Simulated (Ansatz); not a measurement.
# Zr$_{5}$S$_{12}$: a failed or faulty run and its cure

System: Zr$_{5}$S$_{12}$ (slab, 17 atoms in the cell).
Method of the first run: DFT PBEsol, scalar-relativistic, plane waves, PAW (Ansatz 0.2.0).

The structure derives from an entry of the Crystallography Open Database. Text and figures count atoms from 1; the logs count them from 0 in places.

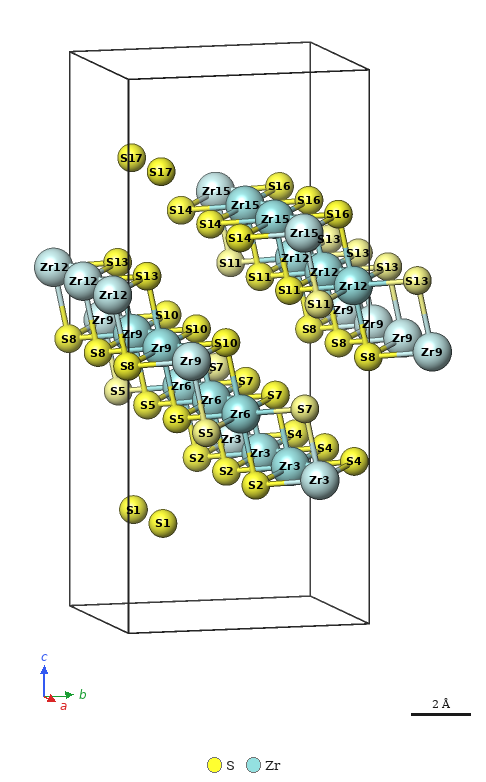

Fig. 1: The input geometry (ball-and-stick view of the 2 × 1 repeat of the cell, with the vacuum cut short, seen slightly off an axis; neighbours outside the cell are drawn fainter; atoms are numbered from 1 in the order of the input). An atom can appear more than once, as a periodic image.

## Input, the first run
```yaml
crystal:
  lattice:
    - [3.6273865728, 0.0, 0.0]
    - [0.0, 8.6056646465, 0.0]
    - [0.0, 0.0, 27.1897815996]
  atoms:
    - { symbol: S, position: [0.5, 0.2042207632, 0.2758389203] }
    - { symbol: S, position: [0.0, 0.5292713259, 0.3293949887] }
    - { symbol: Zr, position: [0.5, 0.7334920891, 0.3420935636] }
    - { symbol: S, position: [0.0, 0.9377128522, 0.3547921385] }
    - { symbol: S, position: [0.5, 0.2627634149, 0.4083482069] }
    - { symbol: Zr, position: [0.0, 0.4669841781, 0.4210467818] }
    - { symbol: S, position: [0.5, 0.6712049413, 0.4337453567] }
    - { symbol: S, position: [0.0, 0.996255504, 0.4873014251] }
    - { symbol: Zr, position: [0.5, 0.2004762672, 0.5] }
    - { symbol: S, position: [0.0, 0.4046970304, 0.5126985749] }
    - { symbol: S, position: [0.5, 0.729747593, 0.5662546433] }
    - { symbol: Zr, position: [0.0, 0.9339683562, 0.5789532182] }
    - { symbol: S, position: [0.5, 0.1381891194, 0.5916517931] }
    - { symbol: S, position: [0.0, 0.4632396821, 0.6452078615] }
    - { symbol: Zr, position: [0.5, 0.6674604453, 0.6579064364] }
    - { symbol: S, position: [0.0, 0.8716812085, 0.6706050113] }
    - { symbol: S, position: [0.5, 0.1967317711, 0.7241610797] }
basis:
  ecutwfc: 420
kpoints:
  mp_grid: { grid: [7, 3, 1] }
hamiltonian:
  xc: pbesol
scf:
  occupations: { method: gaussian, width: 0.05 }
  n_extra_bands: 0
output:
  forces: true
  stress: true
  eigenvalues: true
efield:
  axis: 3
  dipole_correction: true
  ramp_width: 0.04
```

Launched with:
```bash
ansatz run input.yaml --threads 2 --pin off --max-ram 5120MiB --backend cpu --events-out ev --progress --plain --runs-dir out
```

Hardware: 2 threads of Arm Neoverse V2, 24 GiB of memory available, shared host.

## Output (the first run)
```
Error: inconsistent input (scf.n_extra_bands, scf.occupations.method): n_bands = 66 leaves no empty band above the 66 bands per channel that the deck's 132 electrons occupy, and the occupations search for the Fermi level (a smearing at a finite width, or tetrahedra): a level found among occupied bands alone can fill a metal as an insulator; raise scf.n_extra_bands until at least 67 bands are solved (omitted, it auto-derives to 83) (see scf.n_extra_bands in the input reference)
```

What should be changed in this input?

Answer. The program refused the input: “inconsistent input (scf.n_extra_bands, scf.occupations.method): n_bands = 66 leaves no empty band above the 66 bands per channel that the deck's 132 electrons occupy, and the occupations search for the Fermi level (a smearing at a finite width, or tetrahedra): a level found among occupied bands alone can fill a metal as an insulator …”

A run of the same system that converges differs from this input as follows (lines with − go, lines with + come):
```diff
-  n_extra_bands: 0
+  n_extra_bands: 30
```

## Output, shortened to warnings, some set-up lines, iterations and results (the second run)
```
Basis set: ecut = 420 eV, 16515 PW (Γ), exchange–correlation on 50×120×384 points (8 copies of the dense FFT grid, shifted against one another)
Symmetry: 2 space group operations
k-points: 8 of 21 (time reversal used)
Initial density: superposition of atomic densities (neutral atoms: chi_scale 0, normalization atom), corrected by the library's trained network
[...]
SCF iter   1: F=—  HF=-31276.584462 eV  |F-HF|=—  |Δ(HF+E_count)|=         —  Δρ=5.66e-3  dr2=7.03e-1  ethr=1.77e-3  p=0.000 e·Å  D=1.36e-11 V/Å  ΔV_dip=-0.00 eV  …
SCF iter   2: F=—  HF=-31276.694944 eV  |F-HF|=—  |Δ(HF+E_count)|=   1.10e-1  Δρ=1.39e-2  dr2=1.71e0  ethr=5.32e-4  p=-0.000 e·Å  D=-1.58e-6 V/Å  ΔV_dip=0.00 eV  …
SCF iter   3: F=—  HF=-31276.535108 eV  |F-HF|=—  |Δ(HF+E_count)|=   1.60e-1  Δρ=2.82e-3  dr2=3.41e-1  ethr=5.32e-4  p=-0.000 e·Å  D=-2.48e-6 V/Å  ΔV_dip=0.00 eV  …
SCF iter   4: F=—  HF=-31276.522016 eV  |F-HF|=—  |Δ(HF+E_count)|=   1.31e-2  Δρ=3.03e-3  dr2=2.12e-1  ethr=2.58e-4  p=0.000 e·Å  D=1.80e-6 V/Å  ΔV_dip=-0.00 eV  …
SCF iter   5: F=—  HF=-31276.524377 eV  |F-HF|=—  |Δ(HF+E_count)|=   2.36e-3  Δρ=4.40e-3  dr2=2.86e-1  ethr=1.60e-4  p=-0.000 e·Å  D=-4.99e-6 V/Å  ΔV_dip=0.00 eV  …
[... 14 lines ...]
SCF iter  20: F=—  HF=-31276.500068 eV  |F-HF|=—  |Δ(HF+E_count)|=   2.30e-8  Δρ=5.00e-6  dr2=4.26e-7  ethr=5.58e-10  p=-0.000 e·Å  D=-2.86e-7 V/Å  ΔV_dip=0.00 eV  …
SCF iter  21: F=—  HF=-31276.500068 eV  |F-HF|=—  |Δ(HF+E_count)|=   8.97e-8  Δρ=2.82e-6  dr2=1.81e-7  ethr=3.23e-10  p=-0.000 e·Å  D=-3.00e-7 V/Å  ΔV_dip=0.00 eV  …
SCF iter  22: F=—  HF=-31276.500068 eV  |F-HF|=—  |Δ(HF+E_count)|=   1.49e-8  Δρ=2.62e-6  dr2=1.47e-7  ethr=7.58e-11  p=-0.000 e·Å  D=-8.93e-10 V/Å  ΔV_dip=0.00 eV  …
SCF iter  23: F=-31276.500068 eV  HF=-31276.500068 eV  |F-HF|=3.01e-8  |Δ(HF+E_count)|=   1.45e-8  Δρ=1.47e-6  dr2=6.04e-8  ethr=7.58e-11  p=-0.000 e·Å  D=-1.09e-7 V/Å  …
SCF 1 converged in 23 iterations: F = -31276.500068 eV  dr2 = 6.04e-8
SCF converged after 23 iterations
Free energy (F): -31276.500068 eV
Harris-Foulkes:  -31276.500068 eV  (|F-HF|=3.01e-8)
Internal energy: -31276.454220 eV  (E = F + TS)
E sigma→0 (E₀):  -31276.477144 eV
Entropy (-TS):   -0.045848 eV (-2.697 meV/atom)
Fermi energy:    -0.221533 eV
Dipole field:    D = -0.000028 V/Å  (p = -0.000134 e·Å, saw-weighted, corrected)
Work function:   Φ+ = 6.0958 eV   Φ− = 6.0951 eV
Levels:          The Fermi level and band energies are counted from a zero that moves with the ramp; work functions are not
--- Per-component energies (eV) ---
  E_band       = -1765.463700
  E_kinetic    = 2923.273864
  E_local      = -78469.094458  (includes V_loc(G=0)·N_el)
  E_nonlocal   = 743.146020
  E_hartree    = 37742.456786
  E_xc         = -1944.748470
  E_vxc        = -1984.932350  (∫ρ·V_xc dr)
  E_paw        = -21506.522208  (= ΣΔE_a)
  E_vpaw       = -462.800407  (= ΣTr[D̂ρ^β])
  E_aug_tail   = 0.000130  (compensation charges beyond the density's cutoff)
  E_efield     = 0.000000  (sawtooth field / dipole correction)
  E_vefield    = 0.000000  (∫n·V_field dr)
  E_ewald      = 29233.462121
  E_core_change = 1.571994  (= ΣΔE_core)
  E_smearing   = -0.045848  (= −TS)
  E_closure    = -0.000000  (closes the sum)
  Σ components = -31276.500068   (vs F -31276.500068, Δ=0.00e0)
--- Forces (eV/Å), atoms counted from 1 ---
  atom   1  S      0.00000000    -0.10950445     0.35820456
  atom   2  S      0.00000000    -0.01511281    -0.40359222
  atom   3  Zr     0.00000000     1.19295232     1.59758861
  atom   4  S      0.00000000    -1.11684007    -0.79692438
  atom   5  S      0.00000000     0.06091548    -0.07923923
  atom   6  Zr     0.00000000    -0.33775635     0.07040795
  atom   7  S      0.00000000     0.22107862    -0.59215436
  atom   8  S      0.00000000    -0.08657041     0.02300662
  atom   9  Zr     0.00000000    -0.00000289     0.00000400
  atom  10  S      0.00000000     0.08657293    -0.02301106
  atom  11  S      0.00000000    -0.22107620     0.59214984
  atom  12  Zr     0.00000000     0.33775158    -0.07039866
  atom  13  S      0.00000000    -0.06091308     0.07923592
  atom  14  S      0.00000000     1.11683454     0.79692343
  atom  15  Zr     0.00000000    -1.19295040    -1.59758331
  atom  16  S      0.00000000     0.01511424     0.40358720
  atom  17  S      0.00000000     0.10950955    -0.35820314
  max |Σ_I F_I| component: 2.58e-6 eV/Å
--- Stress (GPa, compression-positive) ---
       -2.147874       0.000000       0.000000
        0.000000      -1.372633       0.086816
        0.000000       0.086816      -1.101809
  P = ⅓ Tr σ = -1.5408 GPa (-15.408 kbar)
```

## The two runs side by side

| quantity | the first run | the second run |
| --- | --- | --- |
| outcome | refused | converged |
| free energy per atom (eV) | – | −1839.7941 |
| gap on the mesh (eV) | – | 0.00 |
| work function (eV) | – | 6.10 |
| largest force (eV/Å) | – | 1.994 |
| SCF iterations | – | 23 |
| irreducible k-points | – | 8 |
| plane waves at Γ | – | 16515 |
